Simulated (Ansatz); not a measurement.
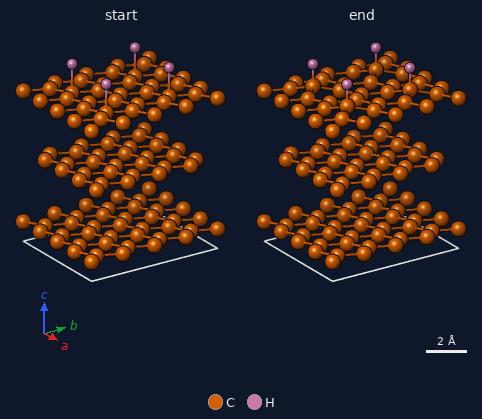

The structure of a slab of composition HC24 (cut from the R-3m phase) before (left) and after (right) a constrained relaxation, at one scale.

Style: ball-and-stick. Shown: the 2 × 2 repeat of the cell, outlined in the plane, without the vacuum (origin shifted), slightly off an axis.

Case: H at the far end of a hop. The slab is the (0 0 1) face of C with H on it. 8 atoms are held fixed.

Method: DFT PBE+D3(BJ), scalar-relativistic, plane waves, PAW (Ansatz 0.2.0).

The input:
```yaml
crystal:
  lattice:
    - [4.9300990165, 0.0, 0.0]
    - [-2.4650495082, 4.2695909914, 0.0]
    - [0.0, 0.0, 25.69871234]
  atoms:
    - { symbol: C, position: [0.8333333333, 0.6666666667, 0.3307558716] }
    - { symbol: C, position: [0.8333333333, 0.1666666667, 0.3307558716] }
    - { symbol: C, position: [0.3333333333, 0.6666666667, 0.3307558716] }
    - { symbol: C, position: [0.3333333333, 0.1666666667, 0.3307558716] }
    - { symbol: C, position: [0.6666666667, 0.3333333333, 0.330818521] }
    - { symbol: C, position: [0.6666666667, 0.8333333333, 0.330818521] }
    - { symbol: C, position: [0.1666666667, 0.3333333333, 0.330818521] }
    - { symbol: C, position: [0.1666666667, 0.8333333333, 0.330818521] }
    - { symbol: C, position: [0.1666666667, 0.8333333333, 0.4610562199] }
    - { symbol: C, position: [0.1666666667, 0.3333333333, 0.4610562199] }
    - { symbol: C, position: [0.6666666667, 0.8333333333, 0.4610562199] }
    - { symbol: C, position: [0.6666666667, 0.3333333333, 0.4610562199] }
    - { symbol: C, position: [0.0, 0.5, 0.4611188691] }
    - { symbol: C, position: [0.0, 0.0, 0.4611188691] }
    - { symbol: C, position: [0.5, 0.5, 0.4611188691] }
    - { symbol: C, position: [0.5, 0.0, 0.4611188691] }
    - { symbol: C, position: [0.5, 0.0, 0.5913565681] }
    - { symbol: C, position: [0.5, 0.5, 0.5913565681] }
    - { symbol: C, position: [0.0, 0.0, 0.5913565681] }
    - { symbol: C, position: [0.0, 0.5, 0.5913565681] }
    - { symbol: C, position: [0.3333333333, 0.6666666667, 0.5914192174] }
    - { symbol: C, position: [0.3333333333, 0.1666666667, 0.5914192174] }
    - { symbol: C, position: [0.8333333333, 0.6666666667, 0.5914192174] }
    - { symbol: C, position: [0.8333333333, 0.1666666667, 0.5914192174] }
    - { symbol: H, position: [0.828879284, 0.1727553084, 0.6484857326], spin: 1.0 }
basis:
  ecutwfc: 420
kpoints:
  mp_grid: { grid: [6, 6, 1] }
hamiltonian:
  xc: pbe
  dispersion: d3bj
scf:
  occupations: { method: gaussian, width: 0.05 }
output:
  forces: true
  eigenvalues: true
  populations: true
  write_density: true
  write_potential: true
  elf: true
  volumetric_format: npy
magnetization:
  spin_polarized: true
relax:
  adjacent_minimum: "off"
  f_tol: 0.02
  max_steps: 70
  constraints: [{ sites: [0, 1, 2, 3, 4, 5, 6, 7] }]
efield:
  axis: 3
  dipole_correction: true
  ramp_width: 0.04
```

Command:
```bash
ansatz run input.yaml --threads 4 --pin off --max-ram 10240MiB --backend cpu --events-out ev --progress --plain --runs-dir out
```

### Summarise the run.

The largest move is that of C24, 0.34 Å along the normal (+c). Largest moves by element: C 0.34 Å, H 0.04 Å. The cell stays as it was. Some distances before and after: C24–H25 1.467 → 1.129 Å, C17–C24 1.423 → 1.486 Å, C17–C21 1.423 → 1.406 Å, C18–C21 1.423 → 1.434 Å. Among the angles between lasting bonds that change: C17–C24–C19 120.0° → 115.2°. After 5 geometry steps the energy has fallen by 1.036 eV per cell of the calculation. Largest force component: 3.4 eV/Å at the start, 0.0088 eV/Å at the end.

Limits of the set-up: the periodic images lie only 4.9 Å apart, so the values are limited by the cell's size.
